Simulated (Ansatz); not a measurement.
A series of calculations on Al$_{2}$Ru

**1. Vibrations**

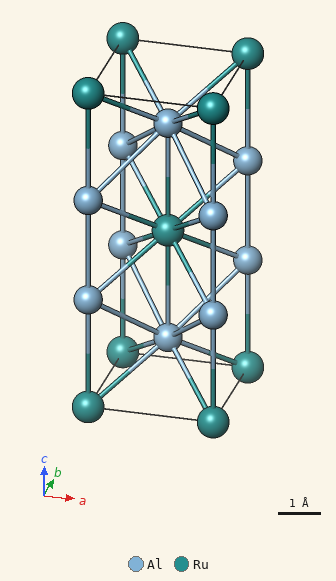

Phonons of solid Al2Ru at 1.02 times its rest volume, space group I4/mmm (No. 139), at the zone centre. A ball-and-stick model of the conventional cell (2 times the calculation's cell), seen from a free direction. Lengths and directions refer to the drawn axes.

The calculation used DFT LDA, scalar-relativistic, plane waves, PAW in Ansatz. (plane-wave cutoff 420 eV; k-point mesh 18 × 18 × 18; occupations fermi dirac; smearing width 0.15 eV; no spin polarisation)

The frequencies depend somewhat on the k-mesh and the smearing.

### List the optical modes.

The calculation's cell holds 3 atoms, so there are 6 optical modes, in 4 levels. The optical modes span A₂u + E_u + E_g + A₁g. No level is unstable.

```csv
level,symmetry,frequency (cm⁻¹),activity
1,A₂u,243,infrared-active
2,E_u,256,infrared-active
3,E_g,320,Raman-active
4,A₁g,438,Raman-active
```

The crystal is a metal, so free carriers screen the infrared response.

The displacement patterns (one member of each degenerate set):

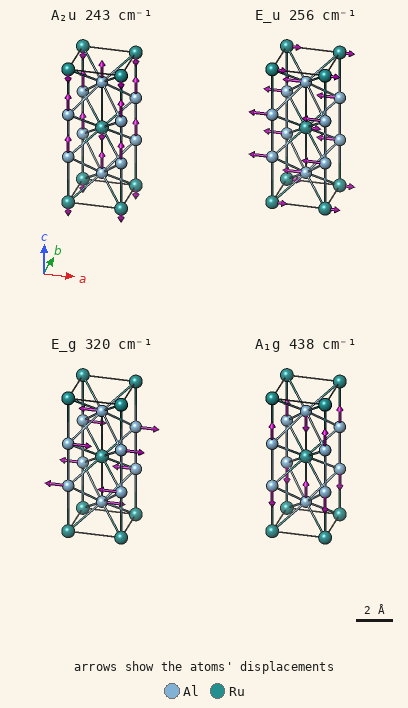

**2. Vibrations**

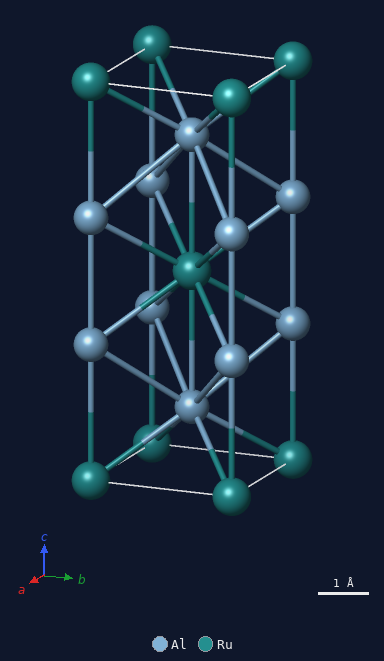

Normal modes of crystalline Al2Ru, space group I4/mmm (No. 139), at the zone centre. The picture is a ball-and-stick view of the conventional cell (2 times the calculation's cell), seen slightly off an axis. Lengths and directions refer to the drawn axes.

These are results of Ansatz, DFT PBEsol, scalar-relativistic, plane waves, PAW, not measurements. (plane-wave cutoff 420 eV; k-point mesh 18 × 18 × 18; occupations fermi dirac; smearing width 0.15 eV; no spin polarisation)

The frequencies depend somewhat on the k-mesh and the smearing.

Q: Which optical modes does it have, at what frequencies, and is it stable there?

A: The calculation's cell holds 3 atoms, so there are 6 optical modes, in 4 levels. The optical modes span A₂u + E_u + E_g + A₁g. No level is unstable.

```
level  symmetry  frequency (cm⁻¹)         activity
    1       A₂u               250  infrared-active
    2       E_u               261  infrared-active
    3       E_g               330     Raman-active
    4       A₁g               443     Raman-active
```

The crystal is a metal, so free carriers screen the infrared response.

The modes drawn as arrows (one member of each degenerate set):

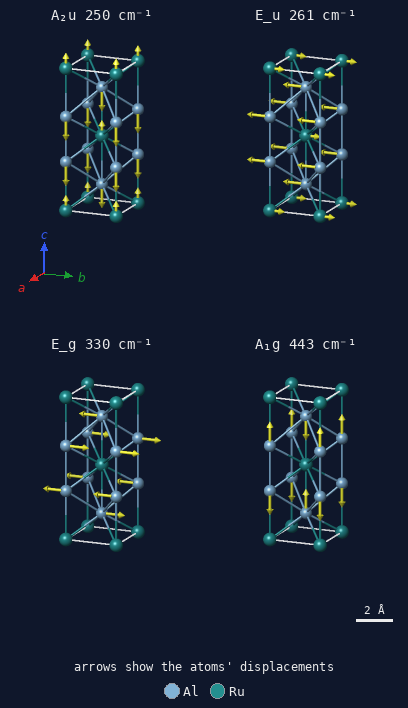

**3. One mode**

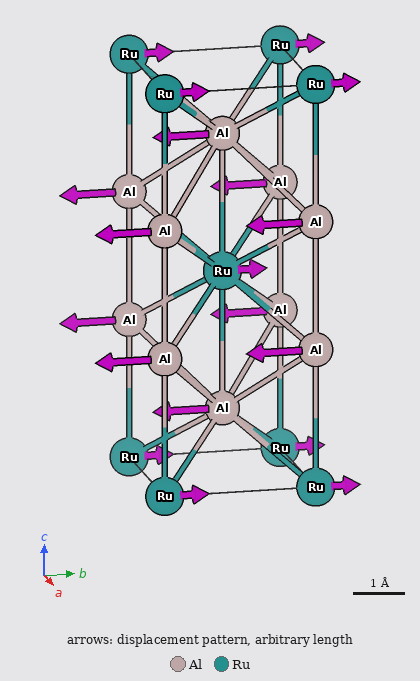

One vibrational mode of crystalline Al$_{2}$Ru at the zone centre. The purple arrows give the relative displacements of the atoms. A ball-and-stick model of the conventional cell (2 times the calculation's cell), seen slightly off an axis. Lengths and directions refer to the drawn axes.

The calculation used DFT LDA, scalar-relativistic, plane waves, PAW (Ansatz 0.2.0).

The input:
```yaml
crystal:
  lattice:
    - [-1.5509858963, 1.5509858963, 4.1709706925]
    - [1.5509858963, -1.5509858963, 4.1709706925]
    - [1.5509858963, 1.5509858963, -4.1709706925]
  atoms:
    - { symbol: Al, position: [0.6589200173, 0.6589200173, 0.0] }
    - { symbol: Al, position: [0.3410799827, 0.3410799827, 0.0] }
    - { symbol: Ru, position: [0.0, 0.0, 0.0] }
basis:
  ecutwfc: 420
kpoints:
  mp_grid: { grid: [18, 18, 18] }
hamiltonian:
  xc: lda
scf:
  occupations: { method: fermi_dirac, width: 0.15 }
output:
  eigenvalues: true
phonons:
  method: dfpt
  eigenvectors: true
```

Command:
```bash
ansatz run input.yaml --threads 1 --pin off --max-ram 3072MiB --backend cpu --events-out ev --progress --plain --runs-dir out
```

The frequencies depend somewhat on the k-mesh and the smearing.

Give the symmetry, activity and frequency of this mode.

This is the E_u mode (doubly degenerate; one member of the set is drawn) at 265 cm⁻¹, optical level 2 of 4, counted from below, infrared-active by symmetry. The Al sublattice moves against the Ru sublattice, along b; the kinetic energy is shared as Al 65 %, Ru 35 %. The crystal is a metal, so free carriers screen the infrared response.

**4. One mode**

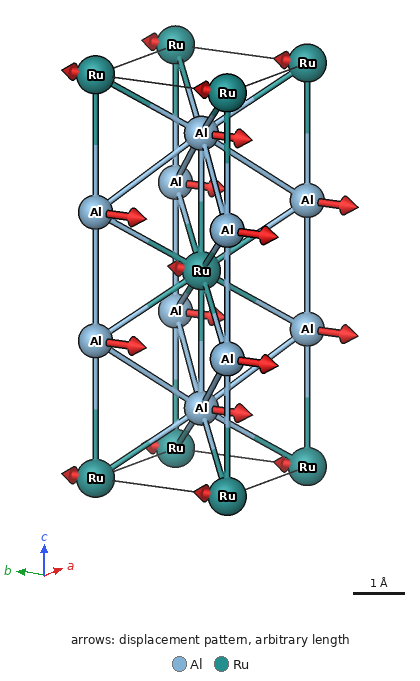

One vibrational mode of crystalline Al₂Ru at 0.98 times its rest volume at the zone centre. The red arrows are the displacements of the atoms (eigenvector over the root of the mass), of arbitrary overall length and sign. Style: ball-and-stick. Shown: the conventional cell (2 times the calculation's cell), from a free direction. Lengths and directions refer to the drawn axes.

All numbers below come from DFT LDA, scalar-relativistic, plane waves, PAW in Ansatz. Set-up: plane-wave cutoff 420 eV; k-point mesh 18 × 18 × 18; occupations fermi dirac; smearing width 0.15 eV; no spin polarisation.

The frequencies depend somewhat on the k-mesh and the smearing.

Q: Describe the mode and give its frequency.

A: This is the E_u mode (doubly degenerate; one member of the set is drawn) at 275 cm⁻¹, optical level 2 of 4, counted from below, infrared-active by symmetry. The Al sublattice moves against the Ru sublattice, along b; the kinetic energy is shared as Al 65 %, Ru 35 %. The crystal is a metal, so free carriers screen the infrared response.

**5. Softest mode**

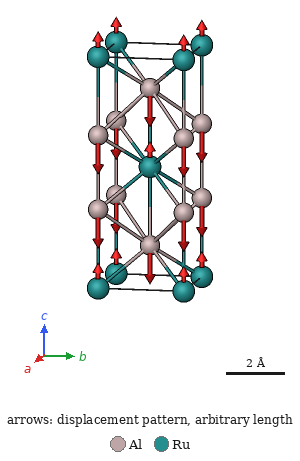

The lowest optical mode of crystalline Al2Ru relaxed at 15 GPa, space group I4/mmm (No. 139), at the zone centre. The red arrows give the relative displacements of the atoms. A ball-and-stick model of the conventional cell (2 times the calculation's cell), seen slightly off an axis. Lengths and directions refer to the drawn axes.

Computed with DFT LDA, scalar-relativistic, plane waves, PAW (Ansatz 0.2.0).

The input:
```yaml
crystal:
  lattice:
    - [-1.5163124761, 1.5163124761, 4.0720111355]
    - [1.5163124761, -1.5163124761, 4.0720111355]
    - [1.5163124761, 1.5163124761, -4.0720111355]
  atoms:
    - { symbol: Al, position: [0.6603804046, 0.6603804046, 0.0] }
    - { symbol: Al, position: [0.3396195954, 0.3396195954, 0.0] }
    - { symbol: Ru, position: [0.0, 0.0, 0.0] }
basis:
  ecutwfc: 420
kpoints:
  mp_grid: { grid: [20, 20, 20] }
hamiltonian:
  xc: lda
scf:
  occupations: { method: fermi_dirac, width: 0.15 }
output:
  eigenvalues: true
phonons:
  method: dfpt
  eigenvectors: true
```

Command:
```bash
ansatz run input.yaml --threads 1 --pin off --max-ram 3072MiB --backend cpu --events-out ev --progress --plain --runs-dir out
```

The frequencies depend somewhat on the k-mesh and the smearing.

**Is this crystal at a minimum with respect to the drawn distortion?**

Yes: this softest mode has a real frequency, and so have all others here. That speaks for this wave vector alone: the rest of the zone wasn't checked in this run. This is the A₂u mode at 295 cm⁻¹, the lowest optical level, infrared-active by symmetry. The Al sublattice moves against the Ru sublattice, along c; the kinetic energy is shared as Al 65 %, Ru 35 %. The crystal is a metal, so free carriers screen the infrared response.

**6. Softest mode**

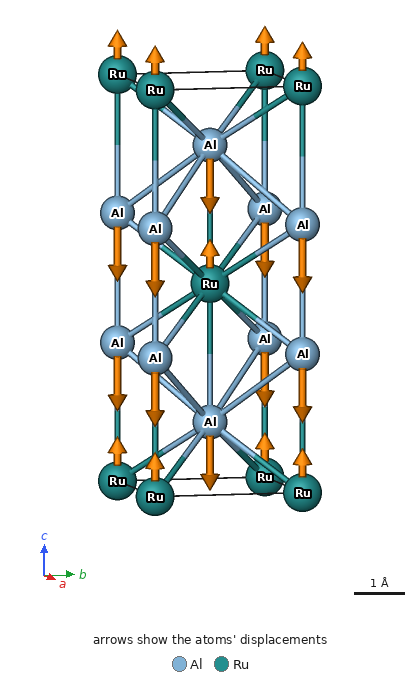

The lowest optical mode of solid Al2Ru relaxed at 5 GPa, space group I4/mmm (No. 139), at the zone centre. The orange arrows give the relative displacements of the atoms. A ball-and-stick model of the conventional cell (2 times the calculation's cell), seen slightly off an axis. Lengths and directions refer to the drawn axes.

Computed with DFT LDA, scalar-relativistic, plane waves, PAW in Ansatz 0.2.0.

Input file:
```yaml
crystal:
  lattice:
    - [-1.5382975371, 1.5382975371, 4.1336283451]
    - [1.5382975371, -1.5382975371, 4.1336283451]
    - [1.5382975371, 1.5382975371, -4.1336283451]
  atoms:
    - { symbol: Al, position: [0.6594943846, 0.6594943846, 0.0] }
    - { symbol: Al, position: [0.3405056154, 0.3405056154, 0.0] }
    - { symbol: Ru, position: [0.0, 0.0, 0.0] }
basis:
  ecutwfc: 420
kpoints:
  mp_grid: { grid: [20, 20, 20] }
hamiltonian:
  xc: lda
scf:
  occupations: { method: fermi_dirac, width: 0.15 }
output:
  eigenvalues: true
phonons:
  method: dfpt
  eigenvectors: true
```

Run as
```bash
ansatz run input.yaml --threads 1 --pin off --max-ram 3072MiB --backend cpu --events-out ev --progress --plain --runs-dir out
```

The frequencies depend somewhat on the k-mesh and the smearing.

Is the structure stable against all modes at this point?

Answer. Yes: this softest mode has a real frequency, and so have all others here. That speaks for this wave vector alone: the rest of the zone wasn't checked in this run. This is the A₂u mode at 269 cm⁻¹, the lowest optical level, infrared-active by symmetry. The Al sublattice moves against the Ru sublattice, along c; the kinetic energy is shared as Al 65 %, Ru 35 %. The crystal is a metal, so free carriers screen the infrared response.
